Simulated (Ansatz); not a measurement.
A periodic structure is given below.

```
B N
1.0
     3.62467    0.00000    0.00000
     0.00000    3.62467    0.00000
     0.00000    0.00000    3.62467
B N
4 4
Direct
  0.75000 0.25000 0.25000
  0.75000 0.75000 0.75000
  0.25000 0.25000 0.75000
  0.25000 0.75000 0.25000
  0.50000 0.50000 0.00000
  0.50000 0.00000 0.50000
  0.00000 0.50000 0.50000
  0.00000 0.00000 0.00000
```

> Work out the structure from the coordinates.

It has the composition BN. It is face-centred cubic, space group F-43m (No. 216). It belongs to the family called zinc blende (sphalerite type). Cell content 4 B, 4 N; Z = 4. Around each B lie four N in a tetrahedral arrangement at 1.57 Å. The neighbours of N are four B in a tetrahedral arrangement at 1.57 Å. The bonds build a three-dimensional framework.

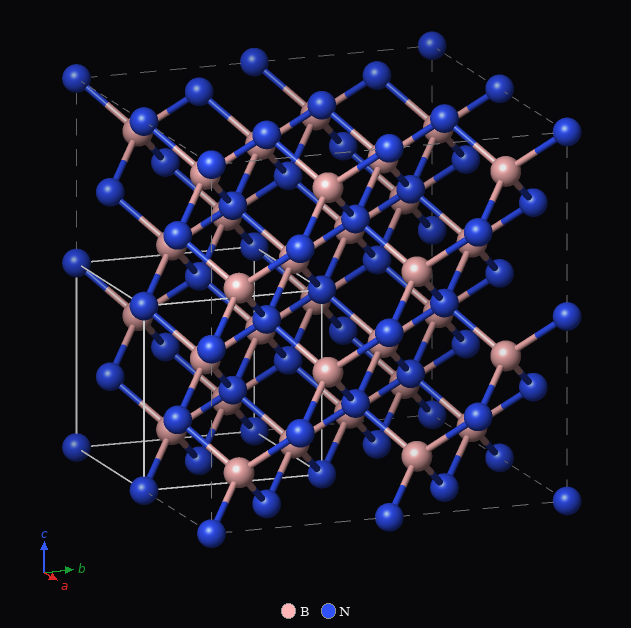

A ball-and-stick rendering, viewed slightly off an axis. A 2×2×2 array of cells is drawn; the conventional unit cell has the solid edges. Colours: boron pink, nitrogen blue.

It goes back to a structure listed in the Materials Project. What is shown is the relaxed result from DFT PBE, scalar-relativistic, plane waves, PAW (Ansatz).
